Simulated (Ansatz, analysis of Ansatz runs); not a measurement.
**Hyperfine coupling of the NV- centre in diamond (HSE06 on PBE structures)**

Subject: NV- centre in diamond. Wanted: its hyperfine coupling, in one set-up (HSE06 on PBE structures, 64-site cell, PBE lattice, 420 eV, k: 2x2x2 shifted 0.5 0.5 0.5 then the zone centre alone). The model is a cell of 64 host atoms with 1 site emptied and N put on another atom's site. The isotropic coupling follows from the spin density at the nucleus, the nuclear g-factor and the total spin. Exact exchange opens the gap, stiffens bonds and lessens the self-interaction error, at many times the cost.

Measured beforehand: 14N, isotropic: -2.51 MHz at 300 K, by EPR (room temperature) (“Hyperfine interaction in the ground state of the negatively charged nitrogen vacancy center in diamond”, 2009, S. Felton et al.). The runs below try to reproduce this.

Calculated with Ansatz 0.2.0; plane-wave PAW DFT, PBE; relaxation of all atoms of a defect supercell.

### Step 1. Starting point

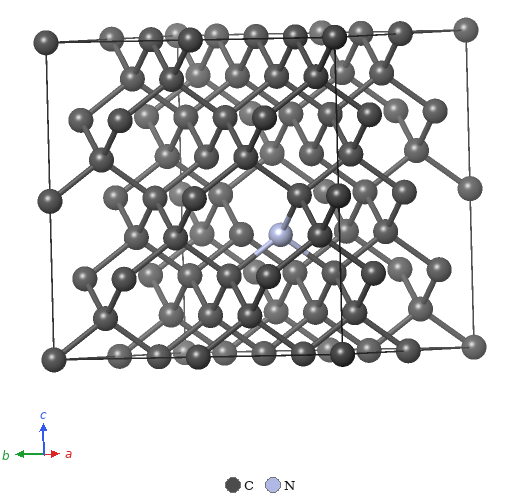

The cell as given, from a free direction (carbon dark grey, nitrogen light blue). Bonds to atoms that aren't drawn are left out. Some periodic images of atoms are drawn too.

The cell holds 63 atoms: 62 C and 1 N. Its edges and angles: a = 7.143 Å, b = 7.143 Å, c = 7.143 Å, α = 90.0°, β = 90.0°, γ = 90.0°. It derives from C (space group Fd-3m). Nearest the centre at fractional (0.375, 0.375, 0.375): C26 at 1.55 Å, C48 at 1.55 Å, C41 at 1.55 Å, N4 at 1.55 Å, C52 at 2.53 Å, C45 at 2.53 Å, C30 at 2.53 Å, C14 at 2.53 Å. The cell carries charge −1.

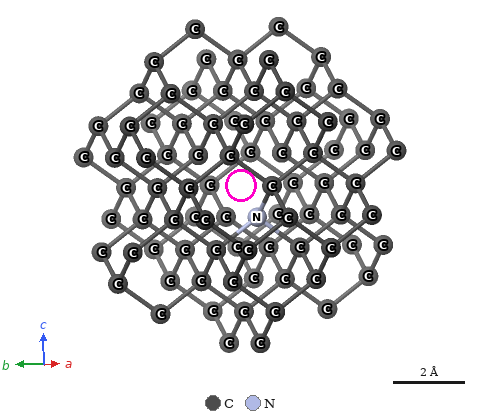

The atoms within 5 Å of the centre. A ring marks the centre wherever it is empty.

The host's primitive cell comes from a first run (plane-wave PAW DFT, PBE; relaxation of the host's cell and atoms): vectors of 2.525, 2.525 and 2.525 Å. That is 5.69 Å³ an atom, 0.4 % over the diffraction cell's volume. The supercell is built on it.

### Step 2. Relaxation, charge −1

Every later number rests on the structure around the defect, so the atoms are relaxed at the host's lattice first.

The input, relax/input.yaml:

```yaml
relax:
  f_tol: 0.02
  max_steps: 80
  random_displacement: { amplitude: 0.02, seed: 624 }
crystal:
  lattice:
    - [7.14316351, 0.0, 0.0]
    - [0.0, 7.14316351, 0.0]
    - [0.0, 0.0, 7.14316351]
  atoms:
    - { symbol: C, position: [0.0, 0.0, 0.25] }
    - { symbol: C, position: [0.0, 0.25, 0.0] }
    - { symbol: C, position: [0.25, 0.0, 0.0] }
    - { symbol: "N", position: [0.25, 0.25, 0.25] }
    - { symbol: C, position: [0.125, 0.125, 0.375] }
    - { symbol: C, position: [0.125, 0.375, 0.125] }
    - { symbol: C, position: [0.375, 0.125, 0.125] }
    - { symbol: C, position: [0.0, 0.0, 0.75] }
    - { symbol: C, position: [0.0, 0.25, 0.5] }
    - { symbol: C, position: [0.25, 0.0, 0.5] }
    - { symbol: C, position: [0.25, 0.25, 0.75] }
    - { symbol: C, position: [0.125, 0.125, 0.875] }
    - { symbol: C, position: [0.125, 0.375, 0.625] }
    - { symbol: C, position: [0.375, 0.125, 0.625] }
    - { symbol: C, position: [0.375, 0.375, 0.875] }
    - { symbol: C, position: [0.0, 0.5, 0.25] }
    - { symbol: C, position: [0.0, 0.75, 0.0] }
    - { symbol: C, position: [0.25, 0.5, 0.0] }
    - { symbol: C, position: [0.25, 0.75, 0.25] }
    - { symbol: C, position: [0.125, 0.625, 0.375] }
    - { symbol: C, position: [0.125, 0.875, 0.125] }
    - { symbol: C, position: [0.375, 0.625, 0.125] }
    - { symbol: C, position: [0.375, 0.875, 0.375] }
    - { symbol: C, position: [0.0, 0.5, 0.75] }
    - { symbol: C, position: [0.0, 0.75, 0.5] }
    - { symbol: C, position: [0.25, 0.5, 0.5] }
    - { symbol: C, position: [0.25, 0.75, 0.75] }
    - { symbol: C, position: [0.125, 0.625, 0.875] }
    - { symbol: C, position: [0.125, 0.875, 0.625] }
    - { symbol: C, position: [0.375, 0.625, 0.625] }
    - { symbol: C, position: [0.375, 0.875, 0.875] }
    - { symbol: C, position: [0.5, 0.0, 0.25] }
    - { symbol: C, position: [0.5, 0.25, 0.0] }
    - { symbol: C, position: [0.75, 0.0, 0.0] }
    - { symbol: C, position: [0.75, 0.25, 0.25] }
    - { symbol: C, position: [0.625, 0.125, 0.375] }
    - { symbol: C, position: [0.625, 0.375, 0.125] }
    - { symbol: C, position: [0.875, 0.125, 0.125] }
    - { symbol: C, position: [0.875, 0.375, 0.375] }
    - { symbol: C, position: [0.5, 0.0, 0.75] }
    - { symbol: C, position: [0.5, 0.25, 0.5] }
    - { symbol: C, position: [0.75, 0.0, 0.5] }
    - { symbol: C, position: [0.75, 0.25, 0.75] }
    - { symbol: C, position: [0.625, 0.125, 0.875] }
    - { symbol: C, position: [0.625, 0.375, 0.625] }
    - { symbol: C, position: [0.875, 0.125, 0.625] }
    - { symbol: C, position: [0.875, 0.375, 0.875] }
    - { symbol: C, position: [0.5, 0.5, 0.25] }
    - { symbol: C, position: [0.5, 0.75, 0.0] }
    - { symbol: C, position: [0.75, 0.5, 0.0] }
    - { symbol: C, position: [0.75, 0.75, 0.25] }
    - { symbol: C, position: [0.625, 0.625, 0.375] }
    - { symbol: C, position: [0.625, 0.875, 0.125] }
    - { symbol: C, position: [0.875, 0.625, 0.125] }
    - { symbol: C, position: [0.875, 0.875, 0.375] }
    - { symbol: C, position: [0.5, 0.5, 0.75] }
    - { symbol: C, position: [0.5, 0.75, 0.5] }
    - { symbol: C, position: [0.75, 0.5, 0.5] }
    - { symbol: C, position: [0.75, 0.75, 0.75] }
    - { symbol: C, position: [0.625, 0.625, 0.875] }
    - { symbol: C, position: [0.625, 0.875, 0.625] }
    - { symbol: C, position: [0.875, 0.625, 0.625] }
    - { symbol: C, position: [0.875, 0.875, 0.875] }
total_charge: -1
basis:
  ecutwfc: 420
  xc_grid: 2
hamiltonian:
  xc: pbe
kpoints:
  mp_grid: { grid: [2, 2, 2], shift: [0.5, 0.5, 0.5] }
magnetization:
  spin_polarized: true
  initial_magnetization: 2
  spin_locking: { lock_magnetization: hard }
scf:
  occupations: { method: fermi_dirac, width: 0.01 }
  max_iter: 120
output:
  forces: true
checkpoint:
  write: "../relax.run"
  compress: false
  write_wavefunctions: true
  write_every: 100000
```

The run is started by

```console
$ ansatz run input.yaml --threads 2 --pin off --max-ram 3768MiB --backend cpu --events-out ev --progress --plain --runs-dir out
```

Numbers of over 12 decimals in the logs are rounded to 6 here.

Output:

```text
[... repeated set-up lines and file paths are left out, and long positions are rounded to six places ...]
Engine: ansatz 0.2.0, x86_64-unknown-linux-gnu
Pseudopotentials: kind: paw
Pseudopotential: C, paw, valence charge 4, recommended cutoff 420 eV (normal), C.paw.azcp
Pseudopotential: N, paw, valence charge 5, recommended cutoff 420 eV (normal), N.paw.azcp
Functional definition: PBE
  parameter kappa = 0.804
  parameter beta = 0.066725
  exchange = pbe_x(kappa = kappa, mu = beta*pi^2/3)
  correlation = pbe_c(beta = beta)
Crystal: 63 atoms, lattice volume = 364.478 Å³
Basis set: ecut = 420 eV, 7123 PW (Γ), exchange–correlation on 96×96×96 points (8 copies of the dense FFT grid, shifted against one another)
Bands: 191, of which v1, the nominal top of the filled ones, is band 127 counted from 1 (126 counted from 0)
Symmetry: 1 space group operations
k-points: 4 of 8 (time reversal used)
Non-local potential: C, projectors of the file, l = 0: 2, l = 1: 2, l = 2: 1
Non-local potential: N, projectors of the file, l = 0: 2, l = 1: 2, l = 2: 1
PAW form: soft (Blöchl's): semilocal exchange-correlation on the pseudo side does not see the compensation charge
PAW one-centre angular grid: C, 110 points (default); XC on 64 Gauss nodes
PAW one-centre angular grid: N, 110 points (default); XC on 64 Gauss nodes
Initial density: superposition of atomic densities (chi_scale 0.1, normalization cell, long waves kept (reshape's long-wave potential 0.21 eV rms))
Starting moments: Σ|m| = 2 μB on 63 of 63 sites
Initial wavefunctions: pseudopotential atomic-orbital guess
Functional: x = pbe(κ = 0.804, μ = 0.219515), c = pbe(β = 0.066725)
SCF iter   1: F=—  HF=-15927.532580 eV  |F-HF|=—  |Δ(HF+E_count)|=         —  Δρ=7.06e-2 (↑7.06e-2 ↓6.93e-2)  dr2=5.07e1  dr2_m=6.21e-1  M=2.000 μB ∫|m|=2.001 μB  β_m=0.30  ethr=3.10e-3  ⟨swp⟩=6.0  Hψ=6108  notcnv=0  defer=316
preconditioner: auto → Resta (q_TF=auto, 2.569 Å⁻¹)  ε∞=4.4  [insulator: Δε(μ)=0.396 eV  Ē_g=16.858 eV  σ=0.010 eV  W_gap=1.00  n_scr=92 (ndim 8)  ℏωp=31.0 eV  f_vac=0.000  D(μ)=0.00/eV (n_scr^D=0)  ε∞_Penn≈4.4]
spin=Collinear: Resta preconditioning applied to the charge; magnetization (m = ρ↑ − ρ↓) channel mixes plain (no charge-response kernel on spin).
SCF iter   2: F=—  HF=-15920.354965 eV  |F-HF|=—  |Δ(HF+E_count)|=    7.18e0  Δρ=5.13e-2 (↑5.13e-2 ↓5.07e-2)  dr2=2.69e1  dr2_m=3.59e-1  M=2.000 μB ∫|m|=2.007 μB  β_m=0.65  ethr=3.10e-3  ⟨swp⟩=3.0  Hψ=2846  notcnv=0  defer=442
SCF iter   3: F=—  HF=-15912.293786 eV  |F-HF|=—  |Δ(HF+E_count)|=    8.06e0  Δρ=5.56e-3 (↑5.05e-3 ↓5.56e-3)  dr2=2.85e-1  dr2_m=1.98e-3  M=2.000 μB ∫|m|=2.126 μB  β_m=0.65  ethr=3.10e-3  ⟨swp⟩=3.2  Hψ=2244  notcnv=0  defer=442
SCF iter   4: F=—  HF=-15912.349184 eV  |F-HF|=—  |Δ(HF+E_count)|=   5.54e-2  Δρ=2.42e-3 (↑2.38e-3 ↓2.42e-3)  dr2=3.51e-2  dr2_m=5.94e-4  M=2.000 μB ∫|m|=2.144 μB  β_m=0.79  ethr=1.12e-4  ⟨swp⟩=3.0  Hψ=2506  notcnv=0  defer=450
SCF iter   5: F=—  HF=-15912.394811 eV  |F-HF|=—  |Δ(HF+E_count)|=   4.56e-2  Δρ=6.45e-4 (↑6.30e-4 ↓6.45e-4)  dr2=3.59e-3  dr2_m=2.13e-5  M=2.000 μB ∫|m|=2.152 μB  β_m=0.78  ethr=1.38e-5  ⟨swp⟩=2.8  Hψ=2167  notcnv=0  defer=450
SCF iter   6: F=—  HF=-15912.398269 eV  |F-HF|=—  |Δ(HF+E_count)|=   3.46e-3  Δρ=1.58e-4 (↑1.26e-4 ↓1.58e-4)  dr2=1.47e-4  dr2_m=9.03e-6  M=2.000 μB ∫|m|=2.156 μB  β_m=0.83  ethr=1.41e-6  ⟨swp⟩=2.0  Hψ=2210  notcnv=0  defer=450
SCF iter   7: F=—  HF=-15912.398437 eV  |F-HF|=—  |Δ(HF+E_count)|=   1.68e-4  Δρ=4.44e-5 (↑3.28e-5 ↓4.44e-5)  dr2=9.95e-6  dr2_m=8.32e-7  M=2.000 μB ∫|m|=2.158 μB  β_m=0.87  ethr=5.77e-8  ⟨swp⟩=2.0  Hψ=2094  notcnv=0  defer=450
SCF iter   8: F=-15912.398448 eV  HF=-15912.398449 eV  |F-HF|=3.24e-7  |Δ(HF+E_count)|=   1.18e-5  Δρ=1.13e-5 (↑1.13e-5 ↓9.04e-6)  dr2=1.09e-6  dr2_m=4.83e-8  M=2.000 μB ∫|m|=2.159 μB  ethr=3.92e-9  ⟨swp⟩=3.5  Hψ=3601  notcnv=0
SCF 1 converged in 8 iterations: F = -15912.398448 eV  dr2 = 1.09e-6
  greatest PAW one-centre occupation: 0.793 electrons in one spin orbital (limit 2), on the N atom at site 3 (counted from 0), in its partial waves of l = 0
relax step   1: F+E_penalty+E_count = -15912.39844822 eV  Δ(F+E_penalty+E_count) = +0.000e0 eV  max|allowed force component| = 2.029e0 eV/Å  Δτ_max = 0.0000 Å  (8 SCF iters, dr2 threshold 1.00e-5 eV, accepted)
[... the SCF cycles and remarks between the steps are left out from here to the last step ...]
relax step   2: F+E_penalty+E_count = -15913.31216467 eV  Δ(F+E_penalty+E_count) = -9.137e-1 eV  max|allowed force component| = 1.380e0 eV/Å  Δτ_max = 0.1005 Å  (6 SCF iters, dr2 threshold 1.00e-4 eV, accepted)
relax step   3: F+E_penalty+E_count = -15913.54213732 eV  Δ(F+E_penalty+E_count) = -2.300e-1 eV  max|allowed force component| = 6.905e-1 eV/Å  Δτ_max = 0.0607 Å  (5 SCF iters, dr2 threshold 1.00e-4 eV, accepted)
relax step   4: F+E_penalty+E_count = -15913.56762985 eV  Δ(F+E_penalty+E_count) = -2.549e-2 eV  max|allowed force component| = 4.663e-2 eV/Å  Δτ_max = 0.0174 Å  (4 SCF iters, dr2 threshold 1.00e-4 eV, accepted)
relax step   5: F+E_penalty+E_count = -15913.56763097 eV  Δ(F+E_penalty+E_count) = -1.124e-6 eV  max|allowed force component| = 4.657e-2 eV/Å  Δτ_max = 0.0000 Å  (3 SCF iters, accepted)
SCF iter   1: F=—  HF=-15913.567385 eV  |F-HF|=—  |Δ(HF+E_count)|=         —  Δρ=1.40e-4 (↑1.40e-4 ↓1.40e-4)  dr2=1.15e-4  dr2_m=9.41e-7  M=2.000 μB ∫|m|=2.206 μB  β_m=0.30  ethr=4.28e-7  ⟨swp⟩=5.0  Hψ=3592  notcnv=0  defer=456
SCF iter   2: F=—  HF=-15913.567367 eV  |F-HF|=—  |Δ(HF+E_count)|=   1.77e-5  Δρ=9.53e-5 (↑9.53e-5 ↓9.47e-5)  dr2=4.50e-5  dr2_m=5.11e-7  M=2.000 μB ∫|m|=2.206 μB  β_m=0.54  ethr=4.51e-8  ⟨swp⟩=2.0  Hψ=1876  notcnv=0  defer=456
SCF iter   3: F=—  HF=-15913.567942 eV  |F-HF|=—  |Δ(HF+E_count)|=   5.75e-4  Δρ=2.18e-5 (↑2.18e-5 ↓2.15e-5)  dr2=2.15e-6  dr2_m=3.73e-8  M=2.000 μB ∫|m|=2.206 μB  β_m=0.60  ethr=1.77e-8  ⟨swp⟩=2.0  Hψ=2074  notcnv=0  defer=456
SCF iter   4: F=-15913.567942 eV  HF=-15913.567942 eV  |F-HF|=7.35e-9  |Δ(HF+E_count)|=   8.66e-8  Δρ=3.03e-6 (↑3.03e-6 ↓3.03e-6)  dr2=6.75e-8  dr2_m=1.28e-9  M=2.000 μB ∫|m|=2.206 μB  ethr=3.94e-11  ⟨swp⟩=3.0  Hψ=4716  notcnv=0
SCF 6 converged in 4 iterations: F = -15913.567942 eV  dr2 = 6.75e-8
relax step   6: F+E_penalty+E_count = -15913.56794228 eV  Δ(F+E_penalty+E_count) = -3.113e-4 eV  max|allowed force component| = 1.139e-2 eV/Å  Δτ_max = 0.0028 Å  (4 SCF iters, accepted)
NSCF: frozen V_eff on 4 k-points
the band table was solved once a step of the walk had ended and its energy, with any forces and stress, was formed, with the checks that follow a solve (7311 applications of the Hamiltonian). They found nothing against the state; [...]
SCF converged after 4 iterations
Magnetization: 2.0000 μB (128.0000 up, 126.0000 down)
Absolute magnetization: 2.2062 μB (∫|ρ↑−ρ↓|, with the PAW one-centre terms)
Spin contamination: 0.0074 ħ² per cell (⟨S²⟩ above its minimum at these occupations)
Per-site moments (μB) at R_I (Å): [(0.0016482, 0.633332), (0.00164763, 0.633334), (0.00164767, 0.633328), [... 60 left out ...]
Free energy (F): -15913.567942 eV
Harris-Foulkes:  -15913.567942 eV  (|F-HF|=7.35e-9)
Internal energy: -15913.567942 eV  (E = F + TS)
E sigma→0 (E₀):  -15913.567942 eV
Fermi energy:    15.009438 (↑ 16.190293, ↓ 14.675561) eV
--- Per-component energies (eV) ---
  E_band       = 1022.261931
  E_kinetic    = 5863.856948
  E_local      = -4181.457799  (includes V_loc(G=0)·N_el)
  E_nonlocal   = 1701.973164
  E_hartree    = 952.517932
  E_xc         = -3087.072799
  E_vxc        = -3834.513838  (∫ρ·V_xc dr)
  E_paw        = -6279.436433  (= ΣΔE_a)
  E_vpaw       = -432.634197  (= ΣTr[D̂ρ^β])
  E_aug_tail   = 0.000659  (compensation charges beyond the density's cutoff)
  E_ewald      = -10883.949614
  E_smearing   = -0.000000  (= −TS)
  E_closure    = 0.000000  (closes the sum)
  E_deformation_potential = -21.107691  (in the stress; not in F)
  Σ components = -15913.567942   (vs F -15913.567942, Δ=0.00e0)
--- Forces (eV/Å), atoms counted from 1 ---
  atom   1  C      0.00168169     0.00247026    -0.00205039
  atom   2  C      0.00039874    -0.00176575     0.00235430
  [... 1 atom left out ...]
  atom   4  N     -0.01139224    -0.00889362    -0.00710437
  atom   5  C      0.00221447    -0.00036549     0.00526316
  atom   6  C      0.00264175     0.00632071     0.00110966
  atom   7  C      0.00379973     0.00183469     0.00188454
  [... 2 atoms left out ...]
  atom  10  C      0.00046481     0.00128817     0.00077958
  [... 7 atoms left out ...]
  atom  18  C      0.00083706     0.00107364     0.00083925
  [... 7 atoms left out ...]
  atom  26  C      0.00164892    -0.00122029    -0.00125826
  [... 5 atoms left out ...]
  atom  32  C      0.00019601     0.00156701     0.00069524
  [... 8 atoms left out ...]
  atom  41  C     -0.00054624     0.00195609    -0.00138639
  [... 6 atoms left out ...]
  atom  48  C     -0.00169153    -0.00244346     0.00170330
  [... 15 atoms left out ...]
  max |Σ_I F_I| component: 7.45e-5 eV/Å
--- Band table (eV; the first three rows and the last of 8) ---
  k-point 0 ↑: bands = ["-8.2476", "-7.2690", "-6.9847", "-6.9847", [... 183 left out ...] "22.7619", "23.1760", "23.1761", "23.3002"]
  k-point 1 ↑: bands = ["-8.2330", "-7.4031", "-6.9851", "-6.8178", [... 183 left out ...] "22.8436", "22.8953", "23.1465", "23.3354"]
  [... further k-points left out ...]
--- Relaxed structure (6 steps of the walk, 6 accepted, 0 SCFs on fresh bases) ---
  F+E_penalty+E_count = -15913.56794228 eV   max|allowed force component| = 1.139e-2 eV/Å
  atoms:
    - { symbol: C, position: [-0.001040, -0.001442, 0.249569] }
    - { symbol: C, position: [-0.001038, 0.249678, -0.001557] }
    [... 1 atom left out ...]
    - { symbol: N, position: [0.239374, 0.238961, 0.238839] }
    - { symbol: C, position: [0.125769, 0.125373, 0.369095] }
    - { symbol: C, position: [0.125765, 0.369205, 0.125250] }
    - { symbol: C, position: [0.369618, 0.125360, 0.125246] }
    [... 2 atoms left out ...]
    - { symbol: C, position: [0.251700, 0.002279, 0.497731] }
    [... 7 atoms left out ...]
    - { symbol: C, position: [0.251697, 0.497843, 0.002166] }
    [... 7 atoms left out ...]
    - { symbol: C, position: [0.245503, 0.508733, 0.508623] }
    [... 5 atoms left out ...]
    - { symbol: C, position: [0.498248, 0.002275, 0.251184] }
    [... 8 atoms left out ...]
    - { symbol: C, position: [0.509131, 0.245102, 0.508621] }
    [... 6 atoms left out ...]
    - { symbol: C, position: [0.509136, 0.508738, 0.244988] }
    [... 15 atoms left out ...]
```

Wall time 1.8 min (2 threads of Intel Xeon Platinum 8488C (Sapphire Rapids), shared host); peak memory 1.3 GiB; 3.5 min of CPU time.

The steps of the relaxation:

| step | energy less that of the first step (eV) | largest force component (eV/Å) |
| --- | --- | --- |
| 1 | 0.0000 | 2.0288 |
| 2 | -0.9137 | 1.3802 |
| 3 | -1.1437 | 0.6905 |
| 4 | -1.1692 | 0.0466 |
| 5 | -1.1692 | 0.0466 |
| 6 | -1.1695 | 0.0114 |

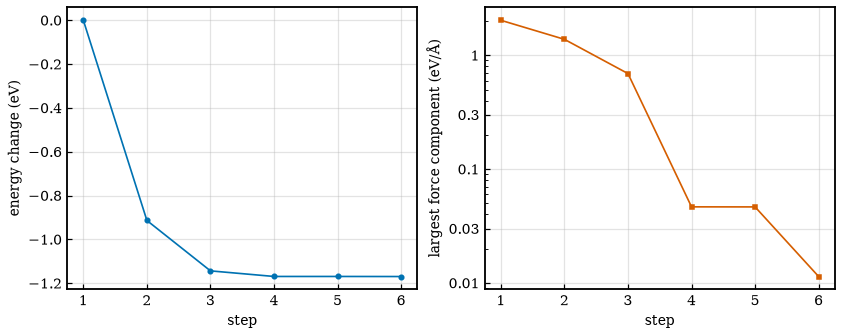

Energy and largest force along the relaxation.

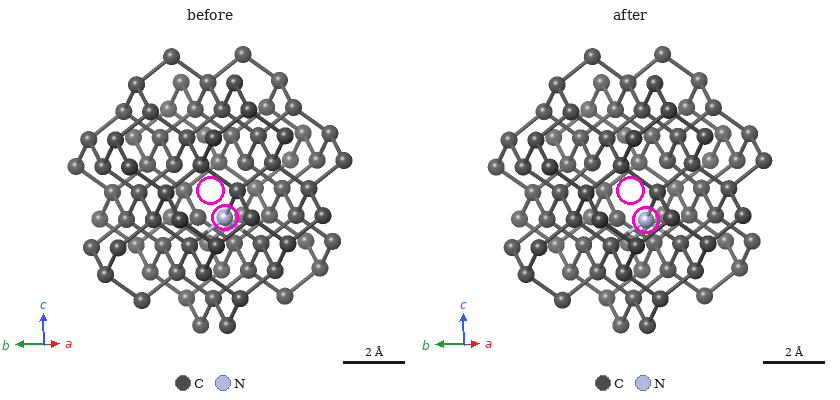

Before and after: the atoms that start within 5 Å of the centre. N4, which moves most, is ringed if it is among them. A ring with no atom in it marks the empty centre.

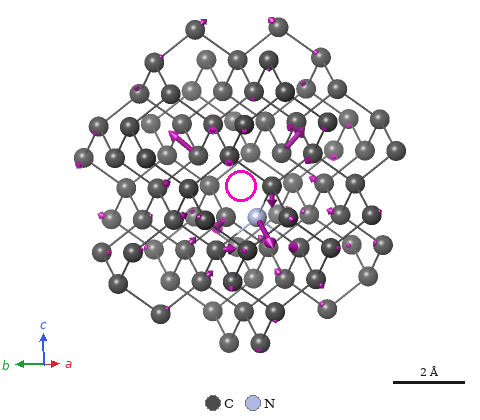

Displacements in the relaxation from the typed sites near the centre, exaggerated, the mean shift taken out; the longest in the cell stands for 0.14 Å. A ring marks the centre wherever it is empty.

The atoms that moved most (Å, from the sites as typed, ahead of the random displacement, the mean shift of all atoms taken out):

| atom | dx | dy | dz | length |
| --- | --- | --- | --- | --- |
| N4 | -0.079 | -0.079 | -0.079 | 0.137 |
| C48 | 0.062 | 0.062 | -0.035 | 0.095 |
| C26 | -0.035 | 0.062 | 0.062 | 0.095 |
| C41 | 0.062 | -0.035 | 0.062 | 0.095 |
| C6 | 0.002 | -0.042 | 0.002 | 0.042 |
| C5 | 0.002 | 0.002 | -0.042 | 0.042 |
| C7 | -0.042 | 0.002 | 0.002 | 0.042 |
| C36 | -0.014 | 0.020 | 0.011 | 0.027 |

The atoms nearest to the centre after the run:

| atom | distance (Å) |
| --- | --- |
| C26 | 1.637 |
| C41 | 1.640 |
| C48 | 1.641 |
| N4 | 1.682 |
| C13 | 2.499 |
| C20 | 2.499 |
| C14 | 2.501 |
| C22 | 2.502 |
| C36 | 2.503 |
| C37 | 2.504 |
| C5 | 2.520 |
| C6 | 2.521 |
| C30 | 2.522 |
| C7 | 2.523 |
| C45 | 2.524 |
| C52 | 2.524 |

This step gave:

* free energy: -15913.5679 eV
* total moment: 2 μB
* integral of the absolute spin density: 2.206 μB
* spin contamination: 0.007435

The relaxation ends 19 meV an atom lower than the displaced start, with a largest force component of 0.011 eV/Å.

[end of part 1 of 2]

[Logs are printed without paths, hosts, clocks, repeated set-up lines and the standing remarks that a program may print on its own settings, such as how far it seeks lower states.]

[Hosts, paths, dates, database ids (printed as entryN), source tags and the programs' standing remarks are cut or masked in the printed files.]

[For some hosts the program warned that the k-mesh of the response run may be too coarse for force constants and the static dielectric constant; such warnings are not shown here.]
